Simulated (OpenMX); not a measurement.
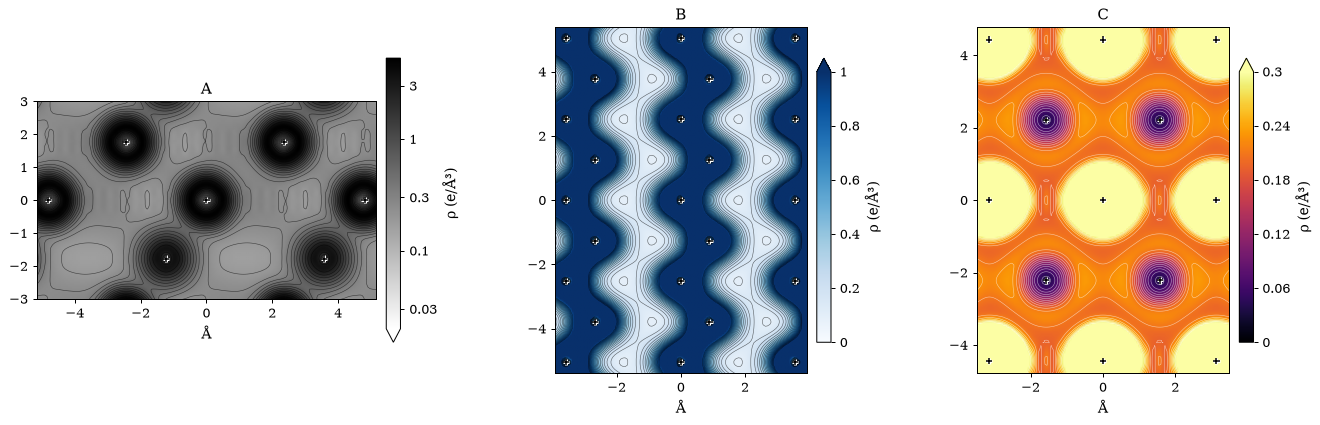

The valence charge density (pseudo) of 3 systems, each on a plane through atoms (crosses mark nuclei in the plane).

The calculation used OpenMX 3.8.5, Kohn-Sham DFT of a periodic cell, LDA, OpenMX 2013 LDA set.

System 1: Ta2N, the (110) plane of the conventional cell. Space group P-3m1; a structure from a database of computed crystals, not necessarily the ambient phase; not relaxed (largest force 0.3 eV/Å); computed pressure about −6 GPa in this cell.

```cif
data_structure
_symmetry_space_group_name_H-M 'P 1'
_symmetry_Int_Tables_number 1
_cell_length_a 3.0708
_cell_length_b 3.0708
_cell_length_c 4.8040
_cell_angle_alpha 90.000
_cell_angle_beta 90.000
_cell_angle_gamma 120.000
_cell_volume 39.23
loop_
_atom_site_label
_atom_site_type_symbol
_atom_site_fract_x
_atom_site_fract_y
_atom_site_fract_z
_atom_site_occupancy
Ta1 Ta 0.33333 0.66667 0.25471 1
Ta2 Ta 0.66667 0.33333 0.74529 1
N1 N 0.00000 0.00000 0.00000 1
```

System 2: TiAl, the (011̄) plane of the conventional cell. Space group Pm-3m; a structure from a database of computed crystals, not necessarily the ambient phase.

```
Ti Al
1.0
     3.13610    0.00000    0.00000
     0.00000    3.13610    0.00000
     0.00000    0.00000    3.13610
Ti Al
1 1
Direct
  0.00000 0.00000 0.00000
  0.50000 0.50000 0.50000
```

System 3: C, the (011) plane of the conventional cell. Space group Fd-3m; spin-polarised.

Which map belongs to which system?

Answer. Panel A is system 1, Ta2N: the plane holds Ta and N. Ta–N (2.15 Å): ρ at the midpoint is about 0.6 e/Å³. Panel B is system 3, C: the plane holds C. C–C (1.54 Å): ρ is about 1.6 e/Å³ halfway. Panel C is system 2, TiAl: the plane holds Ti and Al. Ti–Al (2.72 Å): ρ is about 0.21 e/Å³ halfway.
